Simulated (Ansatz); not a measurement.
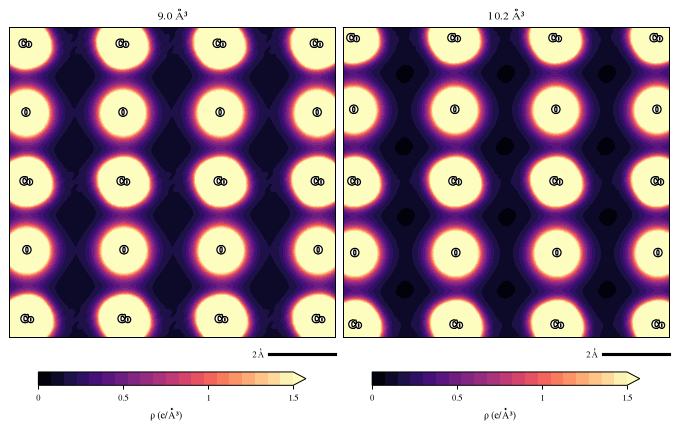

CoO. The valence pseudo-density of cells scaled evenly to different volumes (given per atom above each panel), on the (011̄) plane of each (indices in the axes of the cell below), at one length scale and on one colour scale.

A structure from a database of computed crystals, not necessarily the ambient phase; spin-polarised.

Theory: Kohn-Sham DFT of a periodic cell, r2SCAN, Ansatz PAW in Ansatz 0.2.0.

In a PAW calculation such maps are meaningful between the atoms, not at the nuclei.

The largest cell:

```
CELL_PARAMETERS angstrom
1.53500 0.88623 2.48778
-1.53500 0.88623 2.48778
0.00000 -1.77246 2.48778
ATOMIC_POSITIONS crystal
Co 0.00000 0.00000 0.00000
O 0.50000 0.50000 0.50000
```

| volume (Å³/atom) | Co–O contact in the plane (Å) | ρ at its midpoint (e/Å³) | pressure (GPa) | largest moment (μB) | 
| --- | --- | --- | --- | --- |
| 9.00 | 2.080 | 0.460 | 14.6 | 2.58 | 
| 9.58 | 2.124 | ? | ? | ? | 
| 10.15 | 2.165 | 0.383 | −9.9 | 2.62 | 

Q: What values belong in the row with question marks?

A: Over the known rows ln ρ falls by 2.16 per Å of Co–O distance (the line through the two), which gives 0.418 e/Å³ at 2.124 Å; the calculation gives 0.418 e/Å³. For the pressure, a straight line in volume between the neighbouring rows gives 2.2 GPa; the calculation gives 0.4, lower because pressure rises ever faster on compression. For the largest moment, a straight line in volume between the neighbouring rows gives 2.60 μB; the calculation gives 2.60.
